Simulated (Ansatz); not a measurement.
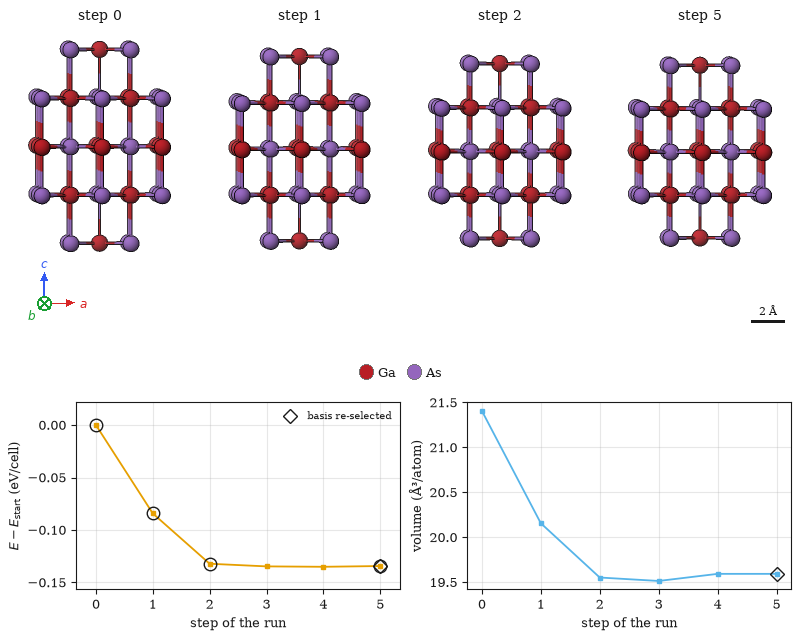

Frames of a relaxation of solid GaAs (a generated structure, set up in I4/mmm), marked on the history of the run. The picture is a ball-and-stick view of the conventional cell (2 times the calculation's cell), seen from a free direction. Lengths and directions refer to the drawn axes.

Computed with Ansatz 0.2.0, DFT PBE, scalar-relativistic, plane waves, PAW.

The input:
```yaml
crystal:
  lattice:
    - [-1.88077396, 1.88077396, 3.02585088]
    - [1.88077396, -1.88077396, 3.02585088]
    - [1.88077396, 1.88077396, -3.02585088]
  atoms:
    - { symbol: Ga, position: [0.0, 0.0, 0.0] }
    - { symbol: As, position: [0.5, 0.5, 0.0] }
basis:
  ecutwfc: 420
kpoints:
  mp_grid: { grid: [20, 20, 20] }
hamiltonian:
  xc: pbe
scf:
  occupations: { method: gaussian, width: 0.1 }
output:
  forces: true
  stress: true
  eigenvalues: true
  write_density: true
  write_potential: true
  elf: true
  volumetric_format: npy
relax:
  adjacent_minimum: "off"
  f_tol: 0.01
  max_steps: 80
  cell: { stress_tol: 0.05 }
```

Launched with:
```bash
ansatz run input.yaml --threads 1 --pin off --max-ram 2048MiB --backend cpu --events-out ev --progress --plain --runs-dir out
```

Describe the path.

Answer. The atoms keep their places relative to the cell (all moves are under 0.005 Å). The volume changes by −8.5 %, with a = b 3.762 → 3.813 Å (+1.4 %), c 6.052 → 5.391 Å (−10.9 %). Among the contacts that change: Ga1–As2 3.026 → 2.695 Å, Ga1–As2 (another image) 2.660 → 2.696 Å. The space group (tolerance 0.01 Å) goes from I4/mmm (No. 139) to Fm-3m (No. 225). Over 4 accepted moves (5 points after the start) the energy falls by 0.134 eV per cell of the calculation. All forces vanish by symmetry, so only the cell relaxes. The pressure goes from −3.41 to −0.04 GPa. At 1 point the geometry stayed and the basis and grid were re-selected for the new cell (energy shift of 0.7 meV per cell of the calculation at most each time). The run took 3 min on 1 thread of AMD EPYC 7R43 64-Core Processor (Zen 3) (shared host), peak memory 0.78 GiB. From step 0 to 1: volume −5.8 %, energy −84.2 meV per cell of the calculation. From step 1 to 2: volume −3.0 %, energy −47.9 meV per cell of the calculation. From step 2 to 5: volume +0.2 %, energy −2.2 meV per cell of the calculation.
